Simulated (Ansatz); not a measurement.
# Bi₂Te₃: geometry relaxation (part 1 of 2)

The run: geometry relaxation of Bi₂Te₃ (slab, 10 atoms in the cell). Method and program: DFT r2SCAN, scalar-relativistic, plane waves, PAW, no spin polarisation (Ansatz 0.2.0).

The structure derives from an entry of the Crystallography Open Database.

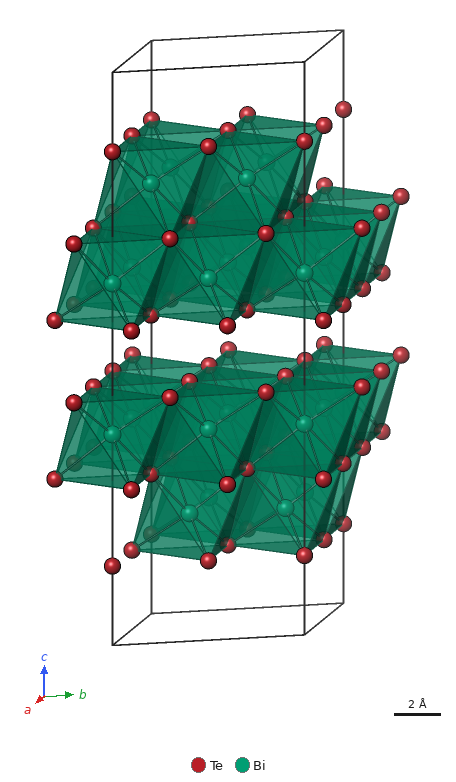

*The input geometry (polyhedral view of the 2 × 2 repeat of the cell, with the vacuum cut short, seen slightly off an axis; polyhedra are completed across the faces of the cell).*

## Summary

| quantity | value |
| --- | --- |
| outcome | converged |
| electrons treated | 156 |
| free energy | −91615.7825 eV |
| work function, top face | 4.96 eV |
| work function, bottom face | 4.96 eV |
| Fermi energy | 3.554 eV |
| gap on the k-point mesh | 1.00 eV |
| final volume | 562.76 Å³ |
| work function (upper face) | 4.96 eV |
| largest force (length of the vector) at the end | 0.001 eV/Å |
| hardware | 2 threads of Intel Xeon @ 2.70GHz, 189 GiB of memory available, shared host |
| wall time | 3.4 min (CPU time 6.4 min) |
| peak memory | 2.2 GiB |

The program warns: the exchange-correlation potential is rough where the density is thin. Spin–orbit coupling is left out, which matters for Bi.

## Input
```yaml
crystal:
  lattice:
    - [4.4193009178, 0.0, 0.0]
    - [-2.2096504589, 3.8272268618, 0.0]
    - [0.0, 0.0, 33.2726709037]
  atoms:
    - { symbol: Te, position: [0.0, 0.0, 0.2254102179] }
    - { symbol: Bi, position: [0.3333333333, 0.6666666667, 0.2766590729] }
    - { symbol: Te, position: [0.6666666667, 0.3333333333, 0.3383243055] }
    - { symbol: Bi, position: [0.0, 0.0, 0.399989538] }
    - { symbol: Te, position: [0.3333333333, 0.6666666667, 0.451238393] }
    - { symbol: Te, position: [0.6666666667, 0.3333333333, 0.548761607] }
    - { symbol: Bi, position: [0.0, 0.0, 0.600010462] }
    - { symbol: Te, position: [0.3333333333, 0.6666666667, 0.6616756945] }
    - { symbol: Bi, position: [0.6666666667, 0.3333333333, 0.7233409271] }
    - { symbol: Te, position: [0.0, 0.0, 0.7745897821] }
basis:
  ecutwfc: 500
kpoints:
  mp_grid: { grid: [6, 6, 1] }
hamiltonian:
  xc: r2scan
scf:
  occupations: { method: gaussian, width: 0.05 }
output:
  forces: true
  eigenvalues: true
  write_density: true
  write_potential: true
  elf: true
  volumetric_format: npy
relax:
  adjacent_minimum: "off"
  f_tol: 0.02
  max_steps: 60
efield:
  axis: 3
  dipole_correction: true
```

Command:
```bash
ansatz run input.yaml --threads 2 --pin off --max-ram 5120MiB --backend cpu --events-out ev --progress --plain --runs-dir out
```

## What the program printed
```
Engine: ansatz 0.2.0, x86_64-unknown-linux-gnu
Pseudopotentials: kind: paw
Pseudopotential: Te, paw, valence charge 16, recommended cutoff 500 eV (meta_gga), Te.paw.azcp
Pseudopotential: Bi, paw, valence charge 15, recommended cutoff 500 eV (meta_gga), Bi.paw.azcp
Functional definition: r2SCAN
  parameter k0 = 0.174
  parameter k1 = 0.065
  parameter a1 = 4.9479
  exchange = r2scan_x(k0 = k0, k1 = k1, a1 = a1)
  correlation = r2scan_c
Crystal: 10 atoms, lattice volume = 562.763 Å³
Basis set: ecut = 500 eV, 14089 PW (Γ), exchange–correlation on 144×144×972 points (64 copies of the dense FFT grid, shifted against one another)
Bands: 94, of which v1, the nominal top of the filled ones, is band 78 counted from 1 (77 counted from 0)
Symmetry: 6 space group operations
k-points: 7 of 36 (time reversal used)
Non-local potential: Te, projectors of the file, l = 0: 2, l = 1: 2, l = 2: 2, l = 3: 2
Non-local potential: Bi, projectors of the file, l = 0: 2, l = 1: 2, l = 2: 2, l = 3: 2
PAW form: soft (Blöchl's): semilocal exchange-correlation on the pseudo side does not see the compensation charge
PAW frozen core: Te, regenerated for the run's functional (the file was generated under x = pbe(κ = 0.804, μ = 0.2195149727645171), c = pbe(β = 0.06672455060314922))
PAW frozen core: Bi, regenerated for the run's functional (the file was generated under x = pbe(κ = 0.804, μ = 0.2195149727645171), c = pbe(β = 0.06672455060314922))
PAW one-centre angular grid: Te, 590 points (default); XC on 160 Gauss nodes
PAW one-centre angular grid: Bi, 590 points (default); XC on 160 Gauss nodes
Initial density: superposition of atomic densities (neutral atoms: chi_scale 0, normalization atom), corrected by the library's trained network
Initial wavefunctions: pseudopotential atomic-orbital guess
Functional: x = r2scan, c = r2scan; τ floored in thin density (d = 2e-4 eV/Å³)
SCF iter   1: F=—  HF=-91615.759540 eV  |F-HF|=—  |Δ(HF+E_count)|=         —  Δρ=2.71e-3  dr2=1.43e-1  dr2_τ=1.19e-2  ethr=1.77e-3  p=0.000 e·Å  D=2.37e-13 V/Å  ΔV_dip=-0.00 eV  dr2_dipole=4.45e-8  V_vac-E_F(+/−)=4.78/4.78 eV  ⟨swp⟩=9.7  Hψ=3015  notcnv=0  defer=9
efield: sawtooth ramp at fractional position 0.9500 (placed from the atoms, in the widest stretch of the axis that holds none; the zero of the levels goes with the place), width 0.1000; the density the first Hamiltonian is built on has a dipole p = 0.000 e·Å; the dipole correction subtracts the counter field D = 2.37e-13 V/Å, which shifts the + side's vacuum level by -0.00 eV against the − side's; the planar-averaged density in the ramp window peaks in size at 2.0e-5 e/Å³
preconditioner: auto → Resta (q_TF=auto, 2.203 Å⁻¹)  ε∞=2.8  [insulator: Δε(μ)=1.014 eV  Ē_g=8.739 eV  σ=0.050 eV  W_gap=1.00  n_scr=112 (ndim 8)  ℏωp=11.7 eV  f_vac=0.366  D(μ)=0.00/eV (n_scr^D=0)  ε∞_Penn≈2.8  vacuum switching on, ρ_ref=5.5e-3 e/Å³]
SCF iter   2: F=—  HF=-91615.786187 eV  |F-HF|=—  |Δ(HF+E_count)|=   2.66e-2  Δρ=1.68e-3  dr2=1.07e-1  dr2_τ=7.44e-4  ethr=9.20e-5  p=-0.000 e·Å  D=-3.31e-5 V/Å  ΔV_dip=0.00 eV  dr2_dipole=2.29e-7  V_vac-E_F(+/−)=5.05/5.05 eV  ⟨swp⟩=3.0  Hψ=932  notcnv=0  defer=68
SCF iter   3: F=—  HF=-91615.782903 eV  |F-HF|=—  |Δ(HF+E_count)|=   3.28e-3  Δρ=1.16e-3  dr2=6.76e-2  dr2_τ=1.65e-4  ethr=6.87e-5  p=0.000 e·Å  D=9.28e-6 V/Å  ΔV_dip=-0.00 eV  dr2_dipole=2.09e-7  V_vac-E_F(+/−)=4.85/4.85 eV  ⟨swp⟩=2.0  Hψ=723  notcnv=0  defer=68
SCF iter   4: F=—  HF=-91615.781976 eV  |F-HF|=—  |Δ(HF+E_count)|=   9.27e-4  Δρ=7.87e-4  dr2=1.82e-2  dr2_τ=7.98e-5  ethr=4.33e-5  p=-0.000 e·Å  D=-1.40e-5 V/Å  ΔV_dip=0.00 eV  dr2_dipole=9.05e-8  V_vac-E_F(+/−)=4.96/4.96 eV  ⟨swp⟩=2.0  Hψ=668  notcnv=0  defer=68
SCF iter   5: F=—  HF=-91615.781805 eV  |F-HF|=—  |Δ(HF+E_count)|=   1.71e-4  Δρ=4.10e-4  dr2=3.61e-3  dr2_τ=1.88e-5  ethr=1.16e-5  p=0.000 e·Å  D=4.71e-6 V/Å  ΔV_dip=-0.00 eV  dr2_dipole=7.47e-9  V_vac-E_F(+/−)=4.97/4.97 eV  ⟨swp⟩=1.1  Hψ=617  notcnv=0  defer=68
SCF iter   6: F=—  HF=-91615.782056 eV  |F-HF|=—  |Δ(HF+E_count)|=   2.52e-4  Δρ=1.13e-4  dr2=9.87e-5  dr2_τ=1.26e-6  ethr=2.32e-6  p=-0.000 e·Å  D=-5.69e-5 V/Å  ΔV_dip=0.00 eV  dr2_dipole=2.41e-6  V_vac-E_F(+/−)=4.97/4.96 eV  ⟨swp⟩=1.3  Hψ=676  notcnv=0  defer=68
SCF iter   7: F=—  HF=-91615.782108 eV  |F-HF|=—  |Δ(HF+E_count)|=   5.16e-5  Δρ=3.47e-5  dr2=5.70e-5  dr2_τ=1.07e-7  ethr=6.33e-8  p=0.001 e·Å  D=2.82e-4 V/Å  ΔV_dip=-0.01 eV  dr2_dipole=6.07e-5  V_vac-E_F(+/−)=4.96/4.97 eV  ⟨swp⟩=2.0  Hψ=786  notcnv=0  defer=68
SCF iter   8: F=-91615.782099 eV  HF=-91615.782105 eV  |F-HF|=5.78e-6  |Δ(HF+E_count)|=   2.65e-6  Δρ=1.58e-5  dr2=4.35e-6  dr2_τ=2.52e-8  ethr=6.41e-9  p=-0.000 e·Å  D=-6.90e-5 V/Å  ΔV_dip=0.00 eV  dr2_dipole=3.48e-6  V_vac-E_F(+/−)=4.97/4.96 eV  ⟨swp⟩=21.3  Hψ=6832  notcnv=0
SCF 1 converged in 8 iterations: F = -91615.782099 eV  dr2 = 4.35e-6
  greatest PAW one-centre occupation: 0.997 electrons in one spin orbital (limit 2), on the Te atom at site 4 (counted from 0), in its partial waves of l = 2
relax step   1: F+E_penalty+E_count = -91615.78209947 eV  Δ(F+E_penalty+E_count) = +0.000e0 eV  max|allowed force component| = 3.899e-2 eV/Å  Δτ_max = 0.0000 Å  (8 SCF iters, dr2 threshold 1.00e-5 eV, accepted)
Initial density: handed on by an earlier stage of this run
Initial wavefunctions: those handed on with the density
iter 1 solved again at ethr=2.78e-6 eV; its pass at ethr=3.10e-3 eV (dr2=4.34e-3 eV) is discarded
SCF iter   1: F=—  HF=-91615.772419 eV  |F-HF|=—  |Δ(HF+E_count)|=         —  Δρ=2.46e-4  dr2=4.38e-3  dr2_τ=1.05e-2  ethr=2.78e-6  p=-0.000 e·Å  D=-6.90e-5 V/Å  ΔV_dip=0.00 eV  dr2_dipole=1.08e-5  V_vac-E_F(+/−)=4.98/4.97 eV  ⟨swp⟩=2.0  Hψ=1731  notcnv=0  defer=68
efield: sawtooth ramp at fractional position 0.9500 (handed on by an earlier solve), width 0.1000; the density the first Hamiltonian is built on has a dipole p = -0.000 e·Å; the dipole correction subtracts the counter field D = -6.90e-5 V/Å, which shifts the + side's vacuum level by +0.00 eV against the − side's; the planar-averaged density in the ramp window peaks in size at 5.8e-6 e/Å³
preconditioner: auto → Resta (q_TF=auto, 2.203 Å⁻¹)  ε∞=2.8  [insulator: Δε(μ)=1.015 eV  Ē_g=8.740 eV  σ=0.050 eV  W_gap=1.00  n_scr=112 (ndim 8)  ℏωp=11.7 eV  f_vac=0.366  D(μ)=0.00/eV (n_scr^D=0)  ε∞_Penn≈2.8  vacuum switching on, ρ_ref=5.5e-3 e/Å³]
SCF iter   2: F=—  HF=-91615.783261 eV  |F-HF|=—  |Δ(HF+E_count)|=   1.08e-2  Δρ=3.78e-4  dr2=2.36e-2  dr2_τ=1.91e-5  ethr=2.78e-6  p=0.001 e·Å  D=4.07e-4 V/Å  ΔV_dip=-0.01 eV  dr2_dipole=9.62e-5  V_vac-E_F(+/−)=4.90/4.91 eV  ⟨swp⟩=2.0  Hψ=815  notcnv=0  defer=68  recentre
SCF iter   3: F=—  HF=-91615.782093 eV  |F-HF|=—  |Δ(HF+E_count)|=   1.17e-3  Δρ=1.36e-4  dr2=4.06e-4  dr2_τ=2.20e-6  ethr=2.78e-6  p=0.000 e·Å  D=2.73e-6 V/Å  ΔV_dip=-0.00 eV  dr2_dipole=1.73e-6  V_vac-E_F(+/−)=4.96/4.96 eV  ⟨swp⟩=2.0  Hψ=680  notcnv=0  defer=68
SCF iter   4: F=—  HF=-91615.782084 eV  |F-HF|=—  |Δ(HF+E_count)|=   8.89e-6  Δρ=8.02e-5  dr2=1.15e-4  dr2_τ=1.64e-6  ethr=2.60e-7  p=0.000 e·Å  D=1.24e-4 V/Å  ΔV_dip=-0.00 eV  dr2_dipole=4.33e-6  V_vac-E_F(+/−)=4.95/4.95 eV  ⟨swp⟩=2.4  Hψ=792  notcnv=0  defer=68
SCF iter   5: F=—  HF=-91615.782093 eV  |F-HF|=—  |Δ(HF+E_count)|=   9.22e-6  Δρ=4.34e-5  dr2=9.76e-5  dr2_τ=2.14e-7  ethr=7.36e-8  p=-0.001 e·Å  D=-2.10e-4 V/Å  ΔV_dip=0.01 eV  dr2_dipole=5.01e-5  V_vac-E_F(+/−)=4.96/4.95 eV  ⟨swp⟩=2.0  Hψ=781  notcnv=0  defer=68
SCF iter   6: F=—  HF=-91615.782182 eV  |F-HF|=—  |Δ(HF+E_count)|=   8.94e-5  Δρ=3.00e-5  dr2=2.35e-5  dr2_τ=6.30e-8  ethr=6.25e-8  p=0.001 e·Å  D=1.69e-4 V/Å  ΔV_dip=-0.01 eV  dr2_dipole=1.09e-5  V_vac-E_F(+/−)=4.95/4.96 eV  ⟨swp⟩=1.1  Hψ=659  notcnv=0  defer=68
SCF iter   7: F=—  HF=-91615.782181 eV  |F-HF|=—  |Δ(HF+E_count)|=   1.73e-6  Δρ=2.00e-5  dr2=5.52e-6  dr2_τ=2.66e-8  ethr=1.51e-8  p=0.000 e·Å  D=4.02e-5 V/Å  ΔV_dip=-0.00 eV  dr2_dipole=3.32e-8  V_vac-E_F(+/−)=4.95/4.96 eV  ⟨swp⟩=1.3  Hψ=608  notcnv=0  defer=68
SCF iter   8: F=—  HF=-91615.782180 eV  |F-HF|=—  |Δ(HF+E_count)|=   1.34e-7  Δρ=7.09e-6  dr2=2.95e-7  dr2_τ=6.13e-9  ethr=3.54e-9  p=0.000 e·Å  D=4.65e-5 V/Å  ΔV_dip=-0.00 eV  dr2_dipole=1.35e-12  V_vac-E_F(+/−)=4.95/4.96 eV  ⟨swp⟩=2.0  Hψ=808  notcnv=0  defer=68
SCF iter   9: F=-91615.782181 eV  HF=-91615.782181 eV  |F-HF|=2.75e-8  |Δ(HF+E_count)|=   1.42e-7  Δρ=1.80e-6  dr2=5.51e-8  dr2_τ=6.27e-10  ethr=6.41e-11  p=0.000 e·Å  D=4.71e-5 V/Å  ΔV_dip=-0.00 eV  dr2_dipole=5.30e-13  V_vac-E_F(+/−)=4.95/4.96 eV  ⟨swp⟩=18.1  Hψ=5288  notcnv=0
SCF 2 converged in 9 iterations: F = -91615.782181 eV  dr2 = 5.51e-8
relax step   2: F+E_penalty+E_count = -91615.78218052 eV  Δ(F+E_penalty+E_count) = -8.106e-5 eV  max|allowed force component| = 3.106e-2 eV/Å  Δτ_max = 0.0119 Å  (9 SCF iters, accepted)
SCF iter   1: F=—  HF=-91615.780306 eV  |F-HF|=—  |Δ(HF+E_count)|=         —  Δρ=1.13e-4  dr2=6.90e-4  dr2_τ=2.28e-3  ethr=6.97e-6  p=0.000 e·Å  D=4.71e-5 V/Å  ΔV_dip=-0.00 eV  dr2_dipole=8.13e-7  V_vac-E_F(+/−)=4.95/4.95 eV  ⟨swp⟩=2.0  Hψ=1008  notcnv=0  defer=68
efield: sawtooth ramp at fractional position 0.9500 (handed on by an earlier solve), width 0.1000; the density the first Hamiltonian is built on has a dipole p = 0.000 e·Å; the dipole correction subtracts the counter field D = 4.71e-5 V/Å, which shifts the + side's vacuum level by -0.00 eV against the − side's; the planar-averaged density in the ramp window peaks in size at 6.5e-6 e/Å³
preconditioner: auto → Resta (q_TF=auto, 2.203 Å⁻¹)  ε∞=2.8  [insulator: Δε(μ)=0.989 eV  Ē_g=8.738 eV  σ=0.050 eV  W_gap=1.00  n_scr=112 (ndim 8)  ℏωp=11.7 eV  f_vac=0.365  D(μ)=0.00/eV (n_scr^D=0)  ε∞_Penn≈2.8  vacuum switching on, ρ_ref=5.5e-3 e/Å³]
SCF iter   2: F=—  HF=-91615.782550 eV  |F-HF|=—  |Δ(HF+E_count)|=   2.24e-3  Δρ=1.49e-4  dr2=3.40e-3  dr2_τ=3.03e-6  ethr=4.43e-7  p=-0.000 e·Å  D=-8.31e-5 V/Å  ΔV_dip=0.00 eV  dr2_dipole=7.18e-6  V_vac-E_F(+/−)=4.98/4.98 eV  ⟨swp⟩=2.0  Hψ=997  notcnv=0  defer=68
SCF iter   3: F=—  HF=-91615.782389 eV  |F-HF|=—  |Δ(HF+E_count)|=   1.61e-4  Δρ=5.82e-5  dr2=1.44e-4  dr2_τ=3.91e-7  ethr=4.43e-7  p=0.000 e·Å  D=4.36e-5 V/Å  ΔV_dip=-0.00 eV  dr2_dipole=6.22e-7  V_vac-E_F(+/−)=4.95/4.96 eV  ⟨swp⟩=2.0  Hψ=676  notcnv=0  defer=68
SCF iter   4: F=—  HF=-91615.782382 eV  |F-HF|=—  |Δ(HF+E_count)|=   7.08e-6  Δρ=3.04e-5  dr2=2.07e-5  dr2_τ=2.49e-7  ethr=9.23e-8  p=-0.000 e·Å  D=-3.20e-5 V/Å  ΔV_dip=0.00 eV  dr2_dipole=1.72e-6  V_vac-E_F(+/−)=4.96/4.96 eV  ⟨swp⟩=2.0  Hψ=652  notcnv=0  defer=68
SCF iter   5: F=—  HF=-91615.782463 eV  |F-HF|=—  |Δ(HF+E_count)|=   8.13e-5  Δρ=2.33e-5  dr2=3.64e-5  dr2_τ=7.81e-8  ethr=1.33e-8  p=0.001 e·Å  D=1.95e-4 V/Å  ΔV_dip=-0.01 eV  dr2_dipole=2.42e-5  V_vac-E_F(+/−)=4.96/4.96 eV  ⟨swp⟩=2.0  Hψ=870  notcnv=0  defer=68  recentre
SCF iter   6: F=—  HF=-91615.782461 eV  |F-HF|=—  |Δ(HF+E_count)|=   2.44e-6  Δρ=1.33e-5  dr2=9.46e-6  dr2_τ=1.81e-8  ethr=1.33e-8  p=-0.000 e·Å  D=-9.19e-5 V/Å  ΔV_dip=0.00 eV  dr2_dipole=8.88e-6  V_vac-E_F(+/−)=4.96/4.96 eV  ⟨swp⟩=2.0  Hψ=684  notcnv=0  defer=68
SCF iter   7: F=—  HF=-91615.782460 eV  |F-HF|=—  |Δ(HF+E_count)|=   7.52e-7  Δρ=8.62e-6  dr2=7.60e-7  dr2_τ=4.33e-9  ethr=6.07e-9  p=0.000 e·Å  D=1.83e-5 V/Å  ΔV_dip=-0.00 eV  dr2_dipole=2.42e-9  V_vac-E_F(+/−)=4.96/4.96 eV  ⟨swp⟩=1.1  Hψ=592  notcnv=0  defer=68
SCF iter   8: F=—  HF=-91615.782460 eV  |F-HF|=—  |Δ(HF+E_count)|=   2.24e-8  Δρ=2.68e-6  dr2=1.28e-7  dr2_τ=6.94e-10  ethr=4.87e-10  p=0.000 e·Å  D=1.60e-5 V/Å  ΔV_dip=-0.00 eV  dr2_dipole=5.47e-10  V_vac-E_F(+/−)=4.96/4.96 eV  ⟨swp⟩=2.1  Hψ=887  notcnv=0  defer=68
SCF iter   9: F=-91615.782460 eV  HF=-91615.782460 eV  |F-HF|=3.14e-9  |Δ(HF+E_count)|=   4.71e-9  Δρ=9.71e-7  dr2=1.24e-8  dr2_τ=1.14e-10  ethr=6.41e-11  p=0.000 e·Å  D=1.73e-5 V/Å  ΔV_dip=-0.00 eV  dr2_dipole=2.93e-11  V_vac-E_F(+/−)=4.96/4.96 eV  ⟨swp⟩=16.6  Hψ=4839  notcnv=0
SCF 3 converged in 9 iterations: F = -91615.782460 eV  dr2 = 1.24e-8
relax step   3: F+E_penalty+E_count = -91615.78246009 eV  Δ(F+E_penalty+E_count) = -2.796e-4 eV  max|allowed force component| = 9.801e-4 eV/Å  Δτ_max = 0.0056 Å  (9 SCF iters, accepted)
iter 1 solved again at ethr=8.00e-12 eV; its pass at ethr=3.10e-3 eV (dr2=1.25e-8 eV) is discarded
SCF iter   1: F=—  HF=-91615.782460 eV  |F-HF|=—  |Δ(HF+E_count)|=         —  Δρ=9.71e-7  dr2=1.24e-8  dr2_τ=1.14e-10  ethr=8.00e-12  p=0.000 e·Å  D=1.73e-5 V/Å  ΔV_dip=-0.00 eV  dr2_dipole=2.93e-11  V_vac-E_F(+/−)=4.96/4.96 eV  ⟨swp⟩=1.7  Hψ=1859  notcnv=0
efield: sawtooth ramp at fractional position 0.9500 (kept from the solve that this one continues, or follows in the run), width 0.1000; the density the first Hamiltonian is built on has a dipole p = 0.000 e·Å; the dipole correction subtracts the counter field D = 1.73e-5 V/Å, which shifts the + side's vacuum level by -0.00 eV against the − side's; the planar-averaged density in the ramp window peaks in size at 6.5e-6 e/Å³
preconditioner: auto → Resta (q_TF=auto, 2.203 Å⁻¹)  ε∞=2.8  [insulator: Δε(μ)=0.997 eV  Ē_g=8.737 eV  σ=0.050 eV  W_gap=1.00  n_scr=112 (ndim 8)  ℏωp=11.7 eV  f_vac=0.365  D(μ)=0.00/eV (n_scr^D=0)  ε∞_Penn≈2.8  vacuum switching on, ρ_ref=5.5e-3 e/Å³]
SCF iter   2: F=-91615.782460 eV  HF=-91615.782460 eV  |F-HF|=2.12e-8  |Δ(HF+E_count)|=   2.66e-9  Δρ=5.79e-7  dr2=2.58e-8  dr2_τ=3.79e-11  ethr=7.98e-12  p=0.000 e·Å  D=1.65e-5 V/Å  ΔV_dip=-0.00 eV  dr2_dipole=6.65e-11  V_vac-E_F(+/−)=4.96/4.96 eV  ⟨swp⟩=9.4  Hψ=4042  notcnv=0
SCF 4 converged in 2 iterations: F = -91615.782460 eV  dr2 = 2.58e-8
```

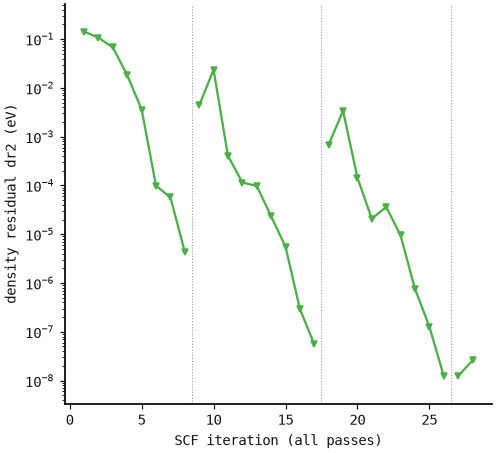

*Convergence of the self-consistent field: density residual dr2 against the SCF iteration. Dotted lines part the SCF passes that the log prints in full.*

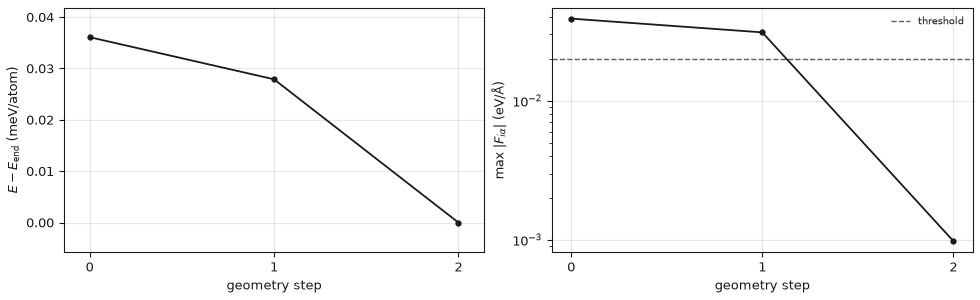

*Progress of the relaxation, step by step (the first geometry is step 0 here and step 1 in the log).*

Over 2 geometry steps the energy falls by next to nothing (0.0 meV per atom). Largest force component: 0.039 eV/Å at the start, 0.00098 eV/Å at the end. The largest moves, 0.006 Å, are those of Bi4 and Bi7. Largest moves by element: Bi 0.006 Å, Te 0.002 Å. The lattice vectors keep their values. (Atoms are counted from 1 in the order of the input.)
